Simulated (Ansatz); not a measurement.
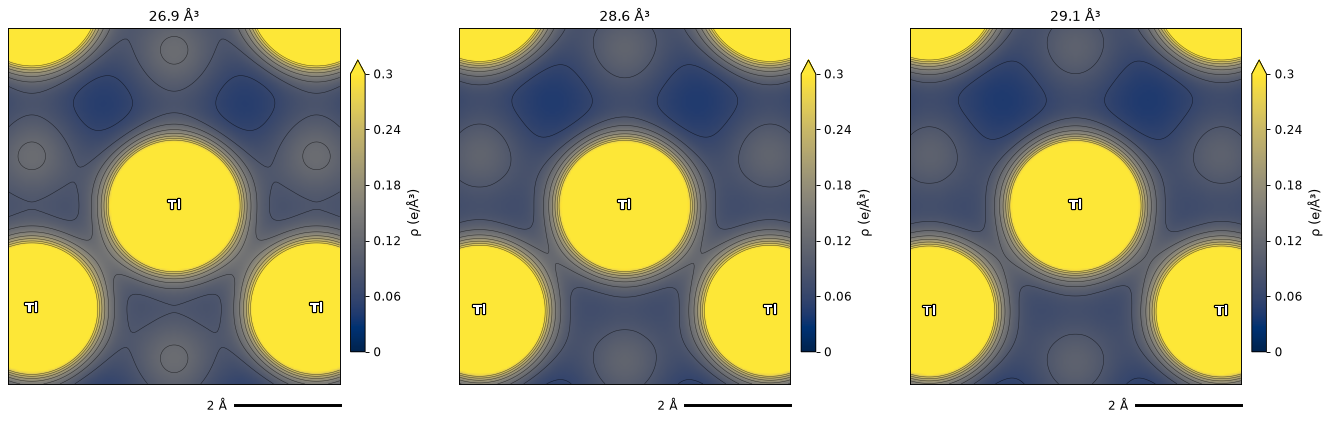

Tl. The valence electron density of cells scaled evenly to different volumes (given per atom above each panel), on the (110) plane of each (indices in the axes of the cell below), at one length scale and on one colour scale.

Computed with Kohn-Sham DFT of a periodic cell, PBE, Ansatz PAW in Ansatz 0.2.0.

The density is the valence pseudo-density of a PAW calculation; it isn't the true density close to the nuclei.

The largest cell:

```
Tl
1.0
     3.50148    0.00000    0.00000
    -1.75074    3.03237    0.00000
     0.00000    0.00000    5.59771
Tl
2
Direct
  0.66667 0.33333 0.75000
  0.33333 0.66667 0.25000
```

| volume (Å³/atom) | Tl–Tl contact in the plane (Å) | ρ at its midpoint (e/Å³) | pressure (GPa) | 
| --- | --- | --- | --- |
| 26.86 | 3.338 | 0.136 | 6.6 | 
| 27.43 | 3.362 | ? | ? | 
| 28.57 | 3.408 | 0.121 | 3.4 | 
| 29.15 | 3.430 | 0.117 | 2.6 | 
| 29.72 | 3.453 | 0.113 | 1.9 | 

Q: What values belong in the row with question marks?

A: Over the known rows ln ρ falls by 1.62 per Å of Tl–Tl distance (a least-squares line), which gives 0.131 e/Å³ at 3.362 Å; the calculation gives 0.131 e/Å³. For the pressure, a straight line in volume between the neighbouring rows gives 5.5 GPa; the calculation gives 5.4.
